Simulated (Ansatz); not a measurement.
**Single-point calculation, with input and output: WSi$_{2}$**

- system: WSi$_{2}$ (I4/mmm, 3 atoms in the cell)
- method: DFT PBEsol, scalar-relativistic, plane waves, PAW, no spin polarisation (Ansatz 0.2.0)

The structure derives from an entry of the Crystallography Open Database. Figures and captions count atoms from 1; the log counts them from 0 in places.

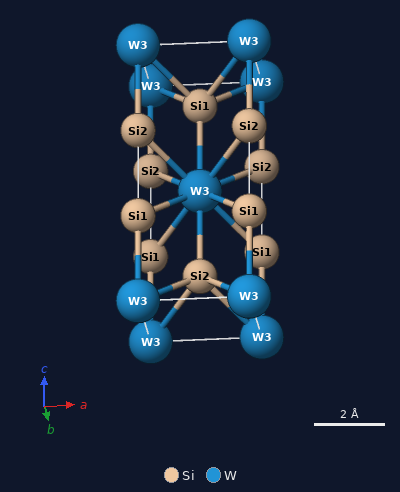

*The input geometry (ball-and-stick view of the cell 2 times as large as that of the calculation, set on its symmetry axes, seen at an oblique angle; atoms are numbered from 1 in the order of the input). An atom can appear more than once, as a periodic image.*

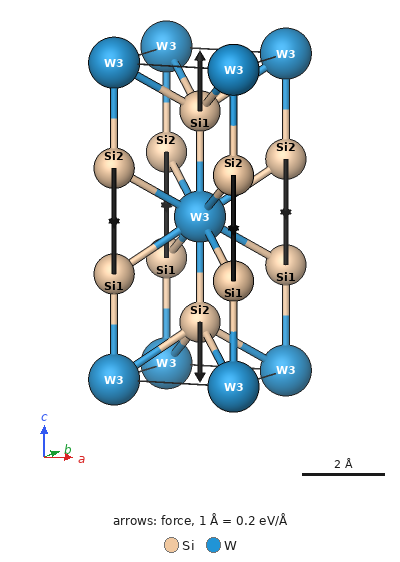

*Forces on the atoms as black arrows (ball-and-stick view of the cell 2 times as large as that of the calculation, set on its symmetry axes, seen slightly off an axis; atoms are numbered from 1 in the order of the input).*

The largest act on Si1, Si2 (0.30 eV/Å). The geometry is not a stationary point of this energy.

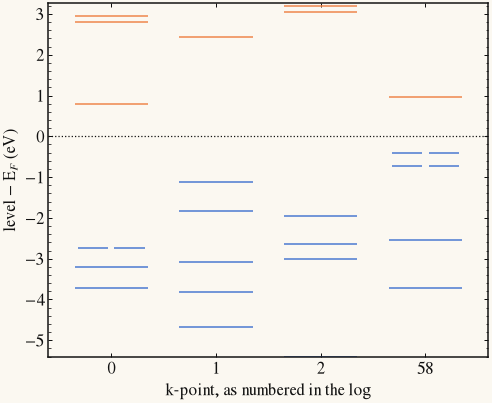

*Kohn–Sham levels near the Fermi level (dotted) at the few k-points that the log prints; levels within 0.02 eV of each other stand side by side.*

The system is metallic on the full mesh.

The input that produced these results follows, with the program's output.

The input
```yaml
crystal:
  lattice:
    - [-1.606, 1.606, 3.94]
    - [1.606, -1.606, 3.94]
    - [1.606, 1.606, -3.94]
  atoms:
    - { symbol: Si, position: [0.333, 0.333, 0.0] }
    - { symbol: Si, position: [0.667, 0.667, 0.0] }
    - { symbol: W, position: [0.0, 0.0, 0.0] }
basis:
  ecutwfc: 420
kpoints:
  mp_grid: { grid: [8, 8, 8] }
hamiltonian:
  xc: pbesol
scf:
  occupations: { method: gaussian, width: 0.1 }
output:
  forces: true
  stress: true
  eigenvalues: true
```

Command:
```bash
ansatz run input.yaml --threads 2 --pin off --max-ram 5120MiB --backend cpu --events-out ev --progress --plain --runs-dir out
```

Output
```
basis.fft_grid_basis auto: the FFT boxes are laid along the combinations [[1, 0, 1], [0, 1, 1], [0, 0, 1]] of the cell's own vectors, 3.212, 3.212 and 4.548 Å long. The dense box has 24×24×32 points. Along the cell's own vectors, as sized, it would have 32×32×32, 1.78 times as many. Of the 16 symmetry operations that the crystal satisfies within crystal.symmetry.tolerance (time reversal apart; of a slab, those that keep its plane) the dense box along the cell's own vectors carries 16, and the one as laid loses 12 of those. basis.fft_grid_basis: typed keeps the cell's own vectors: state it where this run's energies or levels are differenced outside the engine with another run's, or held beside a run that keeps those vectors.
Engine: ansatz 0.2.0, aarch64-unknown-linux-gnu
Pseudopotentials: kind: paw
Pseudopotential: Si, paw, valence charge 4, recommended cutoff 420 eV (normal), Si.paw.azcp
Pseudopotential: W, paw, valence charge 14, recommended cutoff 420 eV (normal), W.paw.azcp
Functional definition: PBEsol
  exchange = pbesol_x
  correlation = pbesol_c
Crystal: 3 atoms, lattice volume = 40.649 Å³
Basis set: ecut = 420 eV, 793 PW (Γ), FFT grids on a1+a3, a2+a3, a3, exchange–correlation on 48×48×64 points (8 copies of the dense FFT grid, shifted against one another)
Bands: 15, of which v1, the nominal top of the filled ones, is band 11 counted from 1 (10 counted from 0)
Symmetry: 16 space group operations
Space group: I4/mmm (ITA 139), of the structure as read, at distance tolerance 3.4e-5 Å
k-points: 59 of 512
Non-local potential: Si, projectors of the file, l = 0: 2, l = 1: 2, l = 2: 2
Non-local potential: W, projectors of the file, l = 0: 3, l = 1: 2, l = 2: 2, l = 3: 1
PAW form: soft (Blöchl's): semilocal exchange-correlation on the pseudo side does not see the compensation charge
PAW frozen core: Si, regenerated for the run's functional, and the local potential with it (the file was generated under x = pbe(κ = 0.804, μ = 0.2195149727645171), c = pbe(β = 0.06672455060314922))
PAW frozen core: W, regenerated for the run's functional, and the local potential with it (the file was generated under x = pbe(κ = 0.804, μ = 0.2195149727645171), c = pbe(β = 0.06672455060314922))
PAW one-centre angular grid: Si, 110 points (default); XC on 64 Gauss nodes
PAW one-centre angular grid: W, 590 points (default); XC on 64 Gauss nodes
Initial density: superposition of atomic densities (neutral atoms: chi_scale 0, normalization atom), corrected by the library's trained network
Initial wavefunctions: pseudopotential atomic-orbital guess
Functional: x = pbesol(κ = 0.804, μ = 0.12345679012345678), c = pbesol(β = 0.046)
SCF iter   1: F=—  HF=-11500.886623 eV  |F-HF|=—  |Δ(HF+E_count)|=         —  Δρ=4.35e-3  dr2=7.45e-3  ethr=1.77e-3  ⟨swp⟩=5.0  Hψ=5089  notcnv=0
preconditioner: auto → Kerker (q_TF=auto, 2.463 Å⁻¹)  [metal: Δε(μ)=0.095 eV  Ē_g=8.066 eV  σ=0.100 eV  W_gap=0.43  n_scr=10 (ndim 8)  ℏωp=21.8 eV  f_vac=0.000  D(μ)=0.43/eV (n_scr^D=0)]
SCF iter   2: F=—  HF=-11500.885513 eV  |F-HF|=—  |Δ(HF+E_count)|=   1.11e-3  Δρ=2.16e-3  dr2=9.95e-4  ethr=3.38e-5  ⟨swp⟩=1.0  Hψ=1358  notcnv=0
SCF iter   3: F=—  HF=-11500.885476 eV  |F-HF|=—  |Δ(HF+E_count)|=   3.77e-5  Δρ=6.53e-4  dr2=8.98e-5  ethr=4.52e-6  ⟨swp⟩=2.0  Hψ=1154  notcnv=0
SCF iter   4: F=—  HF=-11500.885467 eV  |F-HF|=—  |Δ(HF+E_count)|=   8.68e-6  Δρ=5.62e-5  dr2=1.12e-6  ethr=4.08e-7  ⟨swp⟩=2.6  Hψ=1315  notcnv=0
iter 5 did not close the SCF: its close was put off for the readings that it lacked (scf_convergence_deferred on its scf_iter line)
SCF iter   5: F=-11500.885467 eV  HF=-11500.885467 eV  |F-HF|=8.65e-9  |Δ(HF+E_count)|=   2.13e-7  Δρ=8.21e-6  dr2=2.46e-8  ethr=5.11e-9  ⟨swp⟩=2.5  Hψ=1312  notcnv=0
SCF iter   6: F=-11500.885467 eV  HF=-11500.885467 eV  |F-HF|=1.04e-9  |Δ(HF+E_count)|=   4.98e-9  Δρ=1.64e-6  dr2=1.56e-9  ethr=1.12e-10  ⟨swp⟩=2.4  Hψ=3063  notcnv=0
SCF 1 converged in 6 iterations: F = -11500.885467 eV  dr2 = 1.56e-9
  greatest PAW one-centre occupation: 1.000 electrons in one spin orbital (limit 2), on the W atom at site 2 (counted from 0), in its partial waves of l = 0
SCF converged after 6 iterations
Free energy (F): -11500.885467 eV
Harris-Foulkes:  -11500.885467 eV  (|F-HF|=1.04e-9)
Internal energy: -11500.883155 eV  (E = F + TS)
E sigma→0 (E₀):  -11500.884311 eV
Entropy (-TS):   -0.002312 eV (-0.771 meV/atom)
Fermi energy:    16.451489 eV
--- Per-component energies (eV) ---
  E_band       = -84.163636
  E_kinetic    = 540.918801
  E_local      = -952.726070  (includes V_loc(G=0)·N_el)
  E_nonlocal   = 53.353682
  E_hartree    = 372.766581
  E_xc         = -379.280831
  E_vxc        = -338.520715  (∫ρ·V_xc dr)
  E_paw        = -9434.207377  (= ΣΔE_a)
  E_vpaw       = -132.723610  (= ΣTr[D̂ρ^β])
  E_aug_tail   = -0.000066  (compensation charges beyond the density's cutoff)
  E_ewald      = -1701.992787
  E_core_change = 0.284913  (= ΣΔE_core)
  E_smearing   = -0.002312  (= −TS)
  E_closure    = 0.000000  (closes the sum)
  Σ components = -11500.885467   (vs F -11500.885467, Δ=0.00e0)
--- Forces (eV/Å), atoms counted from 1 ---
  atom   1  Si    -0.00000000     0.00000000     0.30260363
  atom   2  Si     0.00000000     0.00000000    -0.30260363
  atom   3  W     -0.00000000     0.00000000     0.00000000
  max |Σ_I F_I| component: 2.08e-17 eV/Å
--- Stress (GPa, compression-positive) ---
       -2.519147       0.000000       0.000000
        0.000000      -2.519147      -0.000000
        0.000000      -0.000000      -5.517097
  P = ⅓ Tr σ = -3.5185 GPa (-35.185 kbar)
--- Band table (eV; the first three rows and the last of 59) ---
  k-point 0: bands = ["-57.2159", "-21.5282", "-21.4721", "-21.4721", "2.5014", "9.7448", "12.7272", "13.2452", "13.7096", "13.7096", "17.2318", "19.2440", "19.4107", "19.7613", "19.7613"]
  k-point 1: bands = ["-57.2137", "-21.5220", "-21.5031", "-21.4997", "3.0003", "10.1881", "11.7758", "12.6285", "13.3741", "14.6107", "15.3416", "18.8971", "20.0671", "20.0935", "20.4528"]
  k-point 2: bands = ["-57.2083", "-21.5730", "-21.5659", "-21.5077", "4.3851", "10.7625", "11.0120", "11.0456", "13.4469", "13.8071", "14.4928", "19.4933", "19.6569", "20.3779", "20.6876"]
  k-point 58: bands = ["-57.2158", "-21.5446", "-21.4733", "-21.4733", "4.6771", "5.6421", "12.7335", "13.9049", "15.7218", "15.7218", "16.0380", "16.0380", "17.4040", "20.8774", "21.3585"]
```

Results in brief

```csv
quantity,value
outcome,converged
space group (tolerance 0.01 Å),I4/mmm (139)
electrons treated,22
free energy,−11500.8855 eV
Fermi energy,16.451 eV
gap on the k-point mesh,none (metallic)
pressure,−3.52 GPa
largest force (length of the vector),0.303 eV/Å
hardware,"2 threads of Arm Neoverse V2, 24 GiB of memory available, shared host"
wall time,0.94 s (CPU time 1.7 s)
peak memory,0.32 GiB
```

Remarks

Spin–orbit coupling is left out, which matters for W.
